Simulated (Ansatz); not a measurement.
## Single-point calculation of Ti₁₆O₃₃ (charge −1) (part 4 of 4)

The same run, continued: Ti₁₆O₃₃ (defect cell, 49 atoms in the cell, total charge −1); DFT PBE, scalar-relativistic, plane waves, PAW, spin-polarised (Ansatz 0.2.0); cutoff 420 eV, 2×2×2 k-mesh, Gaussian smearing of 0.05 eV, collinear spins. The structure derives from an entry of the Crystallography Open Database.

### Output, continued
```
  k-point 7 ↓: bands = ["-47.0050", "-46.9942", "-46.9631", "-46.9566", "-46.9535", "-46.9453", "-46.9422", "-46.9334", "-46.9267", "-46.9232", "-46.9221", "-46.9077", "-46.9074", "-46.8923", "-46.8873", "-46.8844", "-23.4446", "-23.4132", "-23.4032", "-23.3963", "-23.3914", "-23.3853", "-23.3779", "-23.3640", "-23.3564", "-23.3490", "-23.3231", "-23.3125", "-23.3009", "-23.2936", "-23.2893", "-23.2795", "-23.2762", "-23.2744", "-23.2524", "-23.2457", "-23.2405", "-23.2389", "-23.2267", "-23.2213",
      "-23.2074", "-23.2028", "-23.1948", "-23.1885", "-23.1824", "-23.1789", "-23.1710", "-23.1689", "-23.1663", "-23.1622", "-23.1598", "-23.1571", "-23.1530", "-23.1513", "-23.1484", "-23.1444", "-23.1423", "-23.1353", "-23.1331", "-23.1286", "-23.1268", "-23.1090", "-23.1050", "-23.1036", "-12.6107", "-8.0770", "-7.9993", "-7.8637", "-7.8396", "-7.8036", "-7.7065", "-7.5361", "-7.4909", "-7.4605", "-7.4215", "-7.2917", "-7.2525", "-7.2282", "-7.1722", "-7.1108",
      "-7.0548", "-6.9809", "-6.9566", "-6.9476", "-6.9209", "-6.9140", "-6.8964", "-6.8878", "-6.8633", "-6.8535", "-6.8456", "-6.8261", "-6.7951", "-6.7663", "-6.7546", "-6.7321", "-5.1413", "3.0575", "3.3654", "3.7148", "4.4031", "4.4394", "4.6618", "4.7092", "4.7188", "4.7371", "4.7780", "4.8220", "4.8321", "4.8857", "4.9978", "5.0287", "5.0408", "5.0638", "5.1007", "5.1811", "5.2012", "5.2463", "5.3148", "5.3314",
      "5.3549", "5.3865", "5.4331", "5.4621", "5.4960", "5.5142", "5.6122", "5.6589", "5.7321", "5.7766", "5.8399", "5.8623", "5.9371", "6.0128", "6.0349", "6.1294", "6.2715", "6.3423", "6.4080", "6.4665", "6.5200", "6.5626", "6.5974", "6.6627", "6.7084", "6.7297", "6.7821", "6.8869", "6.9478", "7.0996", "7.1476", "7.1720", "7.2437", "7.2827", "7.3456", "7.3707", "7.4376", "7.4480", "7.4856", "7.5044",
      "7.5702", "7.6203", "7.6377", "7.6964", "7.7249", "7.7299", "7.7836", "7.7948", "7.8520", "7.8946", "7.9135", "7.9235", "7.9649", "7.9870", "8.0344", "8.0471", "8.1573", "8.1794", "8.2697", "8.3398", "8.3716", "8.4254", "8.4855", "8.6239", "8.6701", "8.7696", "8.8026", "8.8420", "8.9294", "8.9483", "8.9820", "9.0675", "9.1068", "9.1880", "9.4968", "11.9713", "12.0251", "12.1305", "12.1657", "12.2892",
      "12.3380", "12.3522", "12.3802", "12.3992", "12.4404", "12.4689", "12.5135", "12.5590", "12.5636", "12.5975", "12.6184", "12.6784", "12.7460", "12.7666", "12.8143", "12.8339", "12.8726", "12.9122", "12.9295", "12.9419", "12.9938", "13.0008", "13.0378", "13.0747", "13.0791", "13.0912", "13.1106", "13.1500", "13.1747", "13.1854", "13.2114", "13.2307", "13.2527", "13.2978", "13.3045", "13.3467", "13.4042", "13.4674", "13.7714", "13.8124",
      "13.8823", "13.8923", "14.1583", "14.5122", "14.5887"]
--- Löwdin populations: 49 sites ---
  site symbol       q [e]    m [muB]
     0     Ti     10.6767    -0.0335
     1     Ti     10.7127    -0.0701
     2     Ti     10.6784    -0.0630
     3     Ti     10.6745    -0.0452
     4     Ti     10.6775    -0.0559
     5     Ti     10.7180    -0.0498
     6     Ti     10.6691    -0.0342
     7     Ti     10.6802    -0.0616
     8     Ti     10.6884    -0.0539
     9     Ti     10.6735    -0.0446
    10     Ti     10.6848    -0.0391
    11     Ti     10.6775    -0.0495
    12     Ti     10.6803    -0.0313
    13     Ti     10.6728    -0.0596
    14     Ti     10.6789    -0.0536
    15     Ti     10.6767    -0.0443
    16      O      6.6573     0.0023
    17      O      6.6527     0.0052
    18      O      6.6527     0.0046
    19      O      6.6524     0.0030
    20      O      6.6517     0.0027
    21      O      6.3626     0.0009
    22      O      6.6492     0.0026
    23      O      6.6407     0.0039
    24      O      6.6549     0.0043
    25      O      6.6556     0.0027
    26      O      6.6529     0.0019
    27      O      6.6460     0.0056
    28      O      6.6430     0.0024
    29      O      6.6544     0.0027
    30      O      6.6577     0.0035
    31      O      6.6603     0.0040
    32      O      6.6646     0.0038
    33      O      6.6512     0.0023
    34      O      6.6406     0.0025
    35      O      6.6443     0.0021
    36      O      6.6573     0.0029
    37      O      6.6455     0.0040
    38      O      6.6719     0.0034
    39      O      6.6501     0.0032
    40      O      6.6571     0.0020
    41      O      6.6513     0.0044
    42      O      6.6529     0.0041
    43      O      6.6462     0.0025
    44      O      6.6484     0.0031
    45      O      6.6139     0.0040
    46      O      6.6451     0.0029
    47      O      6.6422     0.0034
    48      O      6.2630     0.0022
  spilling = 0.003300 (of n_electrons = 391.000000)
--- Bader charges: 49 sites ---
  site symbol  charge [e]  shift [e]    m [muB]
     0     Ti      2.2428     0.0044    -0.0294
     1     Ti      2.2126     0.0037    -0.0609
     2     Ti      2.2358     0.0045    -0.0549
     3     Ti      2.2413     0.0045    -0.0395
     4     Ti      2.2418     0.0044    -0.0485
     5     Ti      2.2095     0.0043    -0.0435
     6     Ti      2.2444     0.0042    -0.0298
     7     Ti      2.2401     0.0045    -0.0531
     8     Ti      2.2371     0.0047    -0.0467
     9     Ti      2.2462     0.0044    -0.0389
    10     Ti      2.2276     0.0052    -0.0343
    11     Ti      2.2430     0.0046    -0.0434
    12     Ti      2.2438     0.0046    -0.0273
    13     Ti      2.2439     0.0041    -0.0518
    14     Ti      2.2364     0.0043    -0.0465
    15     Ti      2.2431     0.0048    -0.0386
    16      O     -1.1505     0.0022    -0.0006
    17      O     -1.1455     0.0022     0.0005
    18      O     -1.1477     0.0023     0.0003
    19      O     -1.1478     0.0021     0.0002
    20      O     -1.1540     0.0022     0.0000
    21      O     -0.6292     0.0000    -0.0007
    22      O     -1.1506     0.0023    -0.0004
    23      O     -1.1417     0.0024     0.0003
    24      O     -1.1566     0.0022    -0.0002
    25      O     -1.1563     0.0022    -0.0005
    26      O     -1.1401     0.0022    -0.0004
    27      O     -1.1483     0.0023     0.0006
    28      O     -1.1334     0.0020     0.0001
    29      O     -1.1529     0.0021    -0.0010
    30      O     -1.1557     0.0021    -0.0003
    31      O     -1.1553     0.0022     0.0003
    32      O     -1.1639     0.0021    -0.0003
    33      O     -1.1508     0.0023    -0.0002
    34      O     -1.1512     0.0029    -0.0003
    35      O     -1.1563     0.0022    -0.0017
    36      O     -1.1560     0.0023    -0.0001
    37      O     -1.1363     0.0022     0.0003
    38      O     -1.1634     0.0020    -0.0003
    39      O     -1.1498     0.0023     0.0003
    40      O     -1.1520     0.0021    -0.0001
    41      O     -1.1544     0.0021     0.0005
    42      O     -1.1516     0.0021     0.0001
    43      O     -1.1451     0.0024    -0.0003
    44      O     -1.1491     0.0022    -0.0009
    45      O     -1.1035     0.0029     0.0007
    46      O     -1.1443     0.0024     0.0003
    47      O     -1.1370     0.0023    -0.0005
    48      O     -0.5591     0.0015     0.0000
  estimated error of the sums over rays = 5.1e-4 e
```

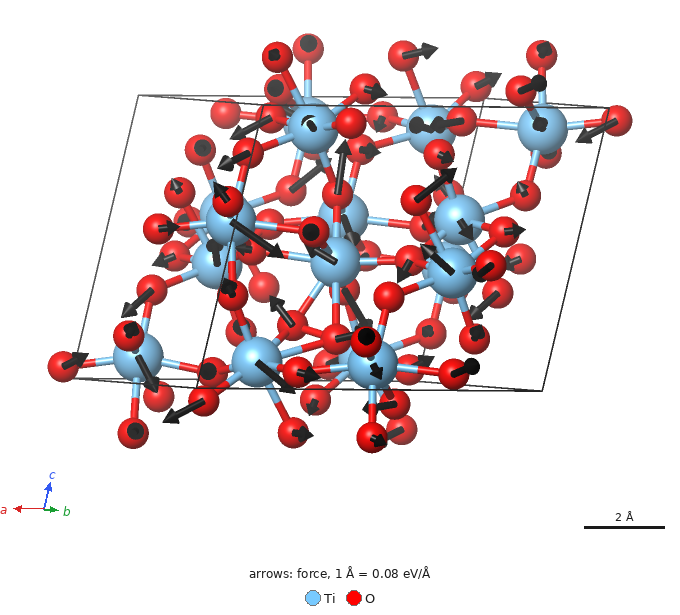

Forces on the atoms as black arrows (ball-and-stick view of the cell of the calculation, seen at an oblique angle; bonded neighbours outside the cell are drawn too). The largest act on Ti16 (0.13 eV/Å); O17 (0.13 eV/Å); O30 (0.12 eV/Å); O36 (0.11 eV/Å), among others. Atoms are counted from 1 in the order of the input and aren't labelled in the picture. The geometry is not a stationary point of this energy.

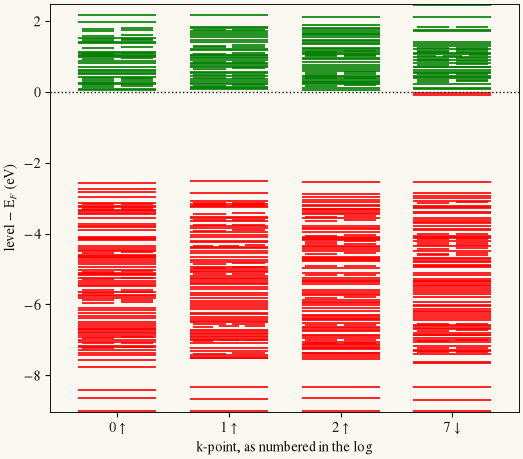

Kohn–Sham levels near the Fermi level (dotted) at the few k-points that the log prints; levels within 0.02 eV of each other stand side by side. The system is metallic on the full mesh.
